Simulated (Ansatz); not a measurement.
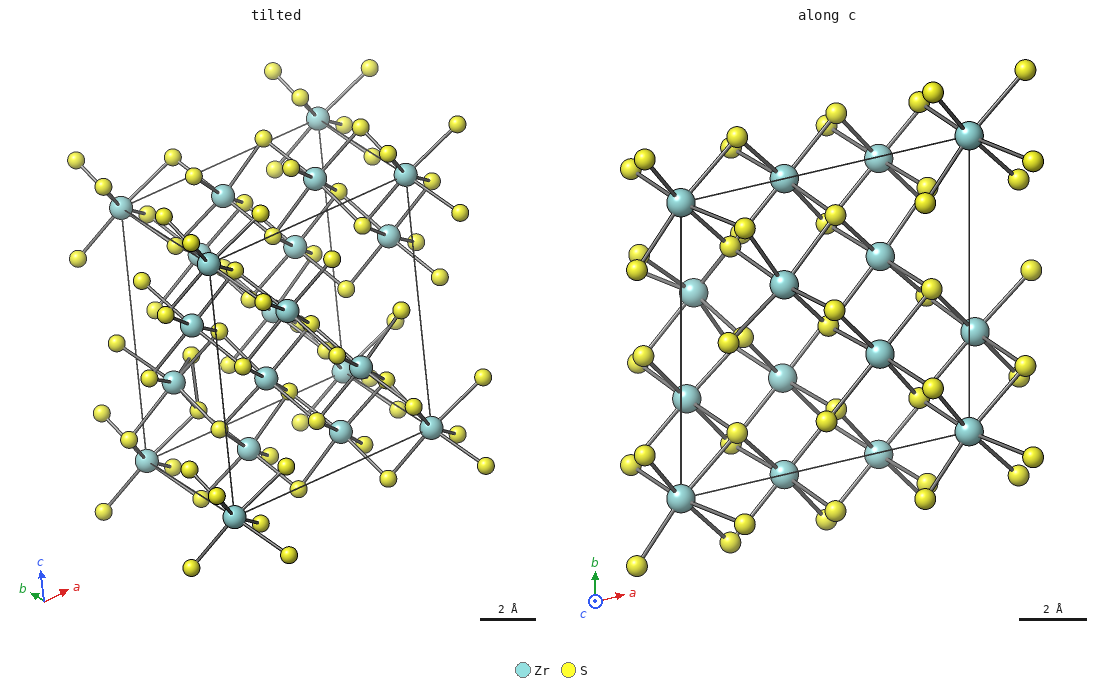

This ball-and-stick model is shown slightly off an axis and along the c axis. The edges of the simulation cell are marked. A few atoms beyond the faces are included.

Give a description of the structure.

The formula is Zr$_{9}$S$_{19}$. Counting shared atoms by their share gives 9 Zr, 19 S, or 28 atoms. The bonds build Zr9S19 layers parallel to (111).

The model was built from a structure listed in the Materials Project, repeated into a supercell with a point defect put in. The atoms were relaxed in a fixed cell with Ansatz, DFT PBE, scalar-relativistic, plane waves, PAW.
